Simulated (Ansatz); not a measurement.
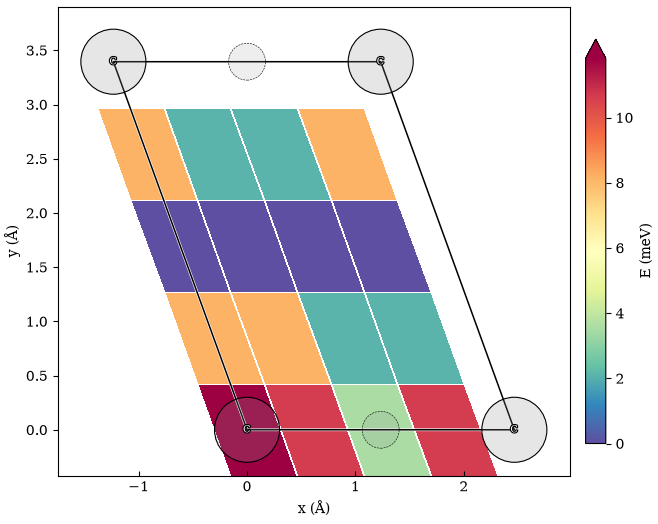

Energy landscape of CO on a C(010) slab cut from the Fmmm phase, its upper half relaxed before the scan (24 atoms of substrate and one adsorbate in a 2 × 2 cell). 
- CO (O end down) is moved over the surface cell at a fixed height above a rigid substrate; the origin of the map has the adsorbate above C21; the height is held at 3.10 Å.
- Places are given modulo a cell vector. The map is drawn in real space over the plane of the surface.
- The scan uses a 4 × 4 grid; 7 points were computed and 9 follow by symmetry.
- Places are given in fractions of the 1 × 1 surface cell.
- Energies are in meV, from the lowest grid point.
- At a fixed height the lowest place need not be the adsorption site.
- These are results of Ansatz, DFT PBE+D3(BJ), scalar-relativistic, plane waves, PAW, not measurements. Settings: cutoff 420 eV, k-mesh 6×4×1, gaussian smearing 0.05 eV, no spin polarisation.

Drawn: one coloured cell a grid point, labelled circles for the atoms of the top layer and small ones for the second layer, the outline of one cell of the plane, one colour for all values above the top of the scale. 

Q: Describe this landscape.

A: The lowest grid point is at the trough between two rows of top atoms, (0/4, 2/4) of the cell vectors. The highest grid point, the top site over a surface C atom, (0/4, 0/4) of the cell vectors, lies 17.9 meV above the lowest.

The values on the grid:

```tsv
second ↓, first →	0/4	1/4	2/4	3/4
3/4	8.1	2.1	2.1	8.1
2/4	0.0	0.0	0.0	0.0
1/4	8.1	8.1	2.1	2.1
0/4	17.9	10.7	3.5	10.7
```

Time for the 7 points that were run: 12 min on 2 threads of Arm Neoverse N1, on a shared host.

PAW datasets: the set soft_1.
